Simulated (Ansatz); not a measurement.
## C: one change and its effect

System: C (P6/mmm, 10 atoms in the cell).
Method of run A: DFT LDA, scalar-relativistic, plane waves, PAW, no spin polarisation (Ansatz 0.2.0).

The structure derives from an entry of the Crystallography Open Database. Text and figures count atoms from 1; the logs count them from 0 in places.

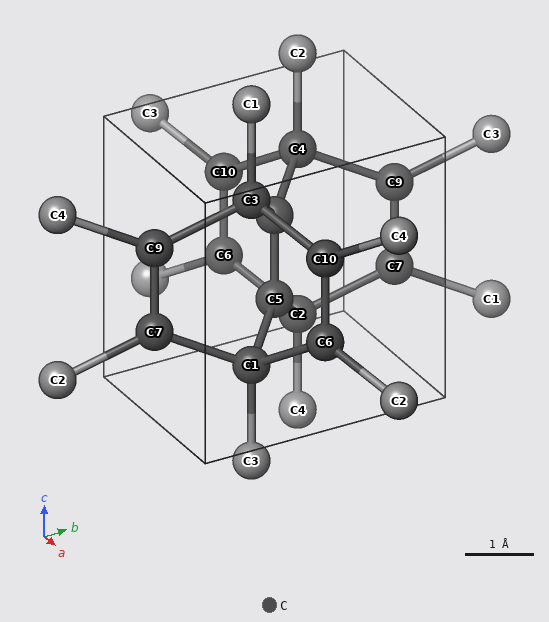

Fig. 1: The input geometry (ball-and-stick view of the cell of the calculation, seen slightly off an axis; neighbours outside the cell are drawn fainter; atoms are numbered from 1 in the order of the input). An atom can appear more than once, as a periodic image. Near neighbours in the periodic cell (some may lie outside the picture): C has 4 C at 1.46 to 1.61 Å; C has 3 C at 1.27 to 1.61 Å.

Input, run A:
```yaml
crystal:
  lattice:
    - [5.1569526356, 0.0, 0.0]
    - [-2.5784763178, 4.4660519885, 0.0]
    - [0.0, 0.0, 3.9667047354]
  atoms:
    - { symbol: C, position: [0.6666666667, 0.3333333333, 0.1834601066] }
    - { symbol: C, position: [0.3333333333, 0.6666666667, 0.1834601066] }
    - { symbol: C, position: [0.6666666667, 0.3333333333, 0.8165398934] }
    - { symbol: C, position: [0.3333333333, 0.6666666667, 0.8165398934] }
    - { symbol: C, position: [0.5, 0.5, 0.3395339646] }
    - { symbol: C, position: [0.0, 0.5, 0.3395339646] }
    - { symbol: C, position: [0.5, 0.0, 0.3395339646] }
    - { symbol: C, position: [0.5, 0.5, 0.6604660354] }
    - { symbol: C, position: [0.5, 0.0, 0.6604660354] }
    - { symbol: C, position: [0.0, 0.5, 0.6604660354] }
basis:
  ecutwfc: 420
kpoints:
  mp_grid: { grid: [12, 12, 10] }
hamiltonian:
  xc: lda
scf:
  occupations: { method: gaussian, width: 0.15 }
output:
  forces: true
  stress: true
  eigenvalues: true
```

Command:
```bash
ansatz run input.yaml --threads 2 --pin off --max-ram 5120MiB --backend cpu --events-out ev --progress --plain --runs-dir out
```

Hardware: 2 threads of Oxide Virtual Turin-like (Zen 5), 32 GiB of memory available, shared host.

Output, shortened to warnings, some set-up lines, iterations and results (run A):
```
Basis set: ecut = 420 eV, 1783 PW (Γ)
Symmetry: 24 space group operations
k-points: 114 of 1440
Initial density: superposition of atomic densities (neutral atoms: chi_scale 0, normalization atom), corrected by the library's trained network
[...]
SCF iter   1: F=—  HF=-2422.391365 eV  |F-HF|=—  |Δ(HF+E_count)|=         —  Δρ=1.35e-2  dr2=1.98e-1  ethr=1.77e-3  ⟨swp⟩=6.0  Hψ=15771  notcnv=0  defer=45
SCF iter   2: F=—  HF=-2422.333994 eV  |F-HF|=—  |Δ(HF+E_count)|=   5.74e-2  Δρ=6.60e-3  dr2=3.34e-2  ethr=4.94e-4  ⟨swp⟩=2.4  Hψ=5401  notcnv=0  defer=60
SCF iter   3: F=—  HF=-2422.325333 eV  |F-HF|=—  |Δ(HF+E_count)|=   8.66e-3  Δρ=1.68e-3  dr2=3.48e-3  ethr=8.34e-5  ⟨swp⟩=2.1  Hψ=4375  notcnv=0  defer=15
SCF iter   4: F=—  HF=-2422.325781 eV  |F-HF|=—  |Δ(HF+E_count)|=   4.48e-4  Δρ=4.87e-4  dr2=6.17e-4  ethr=8.71e-6  ⟨swp⟩=2.2  Hψ=4629  notcnv=0  defer=15
SCF iter   5: F=—  HF=-2422.326206 eV  |F-HF|=—  |Δ(HF+E_count)|=   4.24e-4  Δρ=1.41e-4  dr2=2.88e-5  ethr=1.54e-6  ⟨swp⟩=2.6  Hψ=4876  notcnv=0  defer=15
SCF iter   6: F=—  HF=-2422.326242 eV  |F-HF|=—  |Δ(HF+E_count)|=   3.63e-5  Δρ=1.65e-5  dr2=2.34e-7  ethr=7.20e-8  ⟨swp⟩=2.1  Hψ=4826  notcnv=0  defer=58
SCF iter   7: F=-2422.326243 eV  HF=-2422.326243 eV  |F-HF|=2.71e-8  |Δ(HF+E_count)|=   7.41e-7  Δρ=2.84e-6  dr2=7.34e-9  ethr=2.50e-10  ⟨swp⟩=10.4  Hψ=16384  notcnv=0
SCF 1 converged in 7 iterations: F = -2422.326243 eV  dr2 = 7.34e-9
SCF converged after 7 iterations
Free energy (F): -2422.326243 eV
Harris-Foulkes:  -2422.326243 eV  (|F-HF|=2.71e-8)
Internal energy: -2422.326243 eV  (E = F + TS)
E sigma→0 (E₀):  -2422.326243 eV
Entropy (-TS):   -0.000000 eV (-0.000 meV/atom)
Fermi energy:    6.364319 eV
--- Per-component energies (eV) ---
  E_band       = -84.754224
  E_kinetic    = 898.706990
  E_local      = -1794.989061  (includes V_loc(G=0)·N_el)
  E_nonlocal   = 280.369858
  E_hartree    = 596.312103
  E_xc         = -472.390502
  E_vxc        = -587.191266  (∫ρ·V_xc dr)
  E_paw        = -916.819539  (= ΣΔE_a)
  E_vpaw       = -74.274985  (= ΣTr[D̂ρ^β])
  E_aug_tail   = 0.000102  (compensation charges beyond the density's cutoff)
  E_ewald      = -1014.144519
  E_core_change = 0.628325  (= ΣΔE_core)
  E_smearing   = -0.000000  (= −TS)
  E_closure    = -0.000000  (closes the sum)
  Σ components = -2422.326243   (vs F -2422.326243, Δ=0.00e0)
--- Forces (eV/Å), atoms counted from 1 ---
  atom   1  C     -0.00000000     0.00000000     1.27094206
  atom   2  C      0.00000000    -0.00000000     1.27094206
  atom   3  C     -0.00000000     0.00000000    -1.27094206
  atom   4  C     -0.00000000    -0.00000000    -1.27094206
  atom   5  C      0.00000000     0.00000000    -2.97909326
  atom   6  C      0.00000000    -0.00000000    -2.97909326
  atom   7  C     -0.00000000     0.00000000    -2.97909326
  atom   8  C     -0.00000000     0.00000000     2.97909326
  atom   9  C      0.00000000     0.00000000     2.97909326
  atom  10  C     -0.00000000    -0.00000000     2.97909326
  max |Σ_I F_I| component: 4.44e-16 eV/Å
--- Stress (GPa, compression-positive) ---
      -39.318347      -0.000000       0.000000
       -0.000000     -39.318347       0.000000
        0.000000       0.000000      45.239380
  P = ⅓ Tr σ = -11.1324 GPa (-111.324 kbar)
```

The input of run B differs as follows (lines with − go, lines with + come):
```diff
-    - [0.0, 0.0, 3.9667047354]
+    - [0.0, 0.0, 4.1319840994]
```

How does run B compare with run A?

With the same functional and potentials, run B lies 47.6 meV per atom lower. The gap on the mesh goes from 0.84 to 0.49 eV. The pressure goes from −11.13 to −26.22 GPa. The largest force goes from 2.979 to 0.696 eV/Å. The volume per atom goes from 9.14 to 9.52 Å³. The number of SCF iterations is the same. The plane waves at Γ go from 1783 to 1867.

Output, shortened to warnings, some set-up lines, iterations and results (run B):
```
Basis set: ecut = 420 eV, 1867 PW (Γ)
Symmetry: 24 space group operations
k-points: 114 of 1440
Initial density: superposition of atomic densities (neutral atoms: chi_scale 0, normalization atom), corrected by the library's trained network
[...]
SCF iter   1: F=—  HF=-2422.886434 eV  |F-HF|=—  |Δ(HF+E_count)|=         —  Δρ=1.43e-2  dr2=2.55e-1  ethr=1.77e-3  ⟨swp⟩=6.0  Hψ=15621  notcnv=0  defer=45
SCF iter   2: F=—  HF=-2422.812691 eV  |F-HF|=—  |Δ(HF+E_count)|=   7.37e-2  Δρ=6.75e-3  dr2=3.56e-2  ethr=6.36e-4  ⟨swp⟩=2.3  Hψ=5310  notcnv=0  defer=70
SCF iter   3: F=—  HF=-2422.802446 eV  |F-HF|=—  |Δ(HF+E_count)|=   1.02e-2  Δρ=1.93e-3  dr2=3.63e-3  ethr=8.91e-5  ⟨swp⟩=2.2  Hψ=4333  notcnv=0  defer=21
SCF iter   4: F=—  HF=-2422.802369 eV  |F-HF|=—  |Δ(HF+E_count)|=   7.71e-5  Δρ=4.46e-4  dr2=4.67e-4  ethr=9.08e-6  ⟨swp⟩=2.4  Hψ=4622  notcnv=0  defer=21
SCF iter   5: F=—  HF=-2422.802655 eV  |F-HF|=—  |Δ(HF+E_count)|=   2.86e-4  Δρ=1.37e-4  dr2=3.39e-5  ethr=1.17e-6  ⟨swp⟩=2.1  Hψ=3887  notcnv=0  defer=21
SCF iter   6: F=—  HF=-2422.802700 eV  |F-HF|=—  |Δ(HF+E_count)|=   4.42e-5  Δρ=2.23e-5  dr2=4.85e-7  ethr=8.47e-8  ⟨swp⟩=2.3  Hψ=4894  notcnv=0  defer=90
SCF iter   7: F=-2422.802701 eV  HF=-2422.802701 eV  |F-HF|=2.41e-8  |Δ(HF+E_count)|=   9.23e-7  Δρ=3.42e-6  dr2=1.27e-8  ethr=2.50e-10  ⟨swp⟩=10.8  Hψ=16964  notcnv=0
SCF 1 converged in 7 iterations: F = -2422.802701 eV  dr2 = 1.27e-8
SCF converged after 7 iterations
Free energy (F): -2422.802701 eV
Harris-Foulkes:  -2422.802701 eV  (|F-HF|=2.41e-8)
Internal energy: -2422.802662 eV  (E = F + TS)
E sigma→0 (E₀):  -2422.802681 eV
Entropy (-TS):   -0.000038 eV (-0.004 meV/atom)
Fermi energy:    6.098172 eV
--- Per-component energies (eV) ---
  E_band       = -94.728225
  E_kinetic    = 881.015462
  E_local      = -1746.857054  (includes V_loc(G=0)·N_el)
  E_nonlocal   = 275.668408
  E_hartree    = 574.366888
  E_xc         = -467.825002
  E_vxc        = -581.289004  (∫ρ·V_xc dr)
  E_paw        = -914.850404  (= ΣΔE_a)
  E_vpaw       = -71.998829  (= ΣTr[D̂ρ^β])
  E_aug_tail   = 0.000099  (compensation charges beyond the density's cutoff)
  E_ewald      = -1024.949385
  E_core_change = 0.628325  (= ΣΔE_core)
  E_smearing   = -0.000038  (= −TS)
  E_closure    = -0.000000  (closes the sum)
  Σ components = -2422.802701   (vs F -2422.802701, Δ=0.00e0)
--- Forces (eV/Å), atoms counted from 1 ---
  atom   1  C      0.00000000     0.00000000     0.69606376
  atom   2  C     -0.00000000    -0.00000000     0.69606376
  atom   3  C      0.00000000     0.00000000    -0.69606376
  atom   4  C     -0.00000000    -0.00000000    -0.69606376
  atom   5  C      0.00000000     0.00000000    -0.27650954
  atom   6  C      0.00000000    -0.00000000    -0.27650954
  atom   7  C      0.00000000     0.00000000    -0.27650954
  atom   8  C     -0.00000000     0.00000000     0.27650954
  atom   9  C      0.00000000     0.00000000     0.27650954
  atom  10  C      0.00000000    -0.00000000     0.27650954
  max |Σ_I F_I| component: 2.22e-16 eV/Å
--- Stress (GPa, compression-positive) ---
      -37.901044      -0.000000       0.000000
        0.000000     -37.901044       0.000000
        0.000000       0.000000      -2.871415
  P = ⅓ Tr σ = -26.2245 GPa (-262.245 kbar)
```

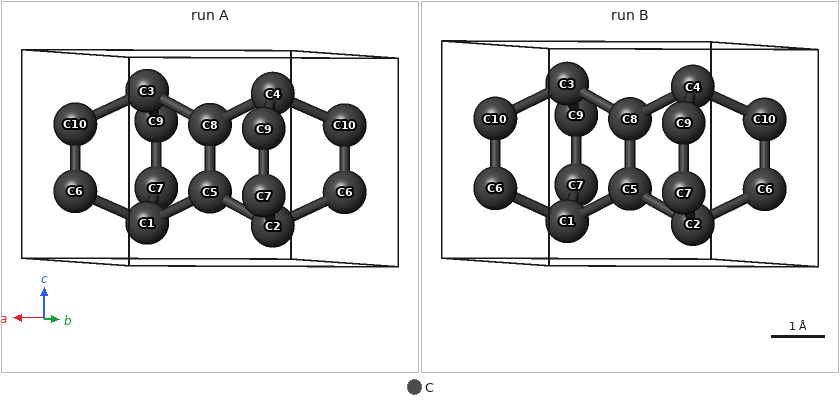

Fig. 2: The two input geometries at one scale (ball-and-stick view of the cell of the calculation, seen at an oblique angle). No atom moves by more than 0.005 Å relative to the cell. The volume changes by +4.2 %, with a = b stay at 5.157 Å, c 3.967 → 4.132 Å (+4.2 %). Among the contacts that change: C1–C3 1.455 → 1.516 Å, C5–C8 1.273 → 1.326 Å, C1–C5 1.612 → 1.622 Å.

The two runs side by side:

| quantity | run A | run B |
| --- | --- | --- |
| outcome | converged | converged |
| free energy per atom (eV) | −242.2326 | −242.2803 |
| gap on the mesh (eV) | 0.84 | 0.49 |
| pressure (GPa) | −11.13 | −26.22 |
| volume per atom (Å³) | 9.14 | 9.52 |
| largest force (eV/Å) | 2.979 | 0.696 |
| SCF iterations | 7 | 7 |
| irreducible k-points | 114 | 114 |
| plane waves at Γ | 1783 | 1867 |
| wall time (shared host) | 4.9 s | 4.6 s |
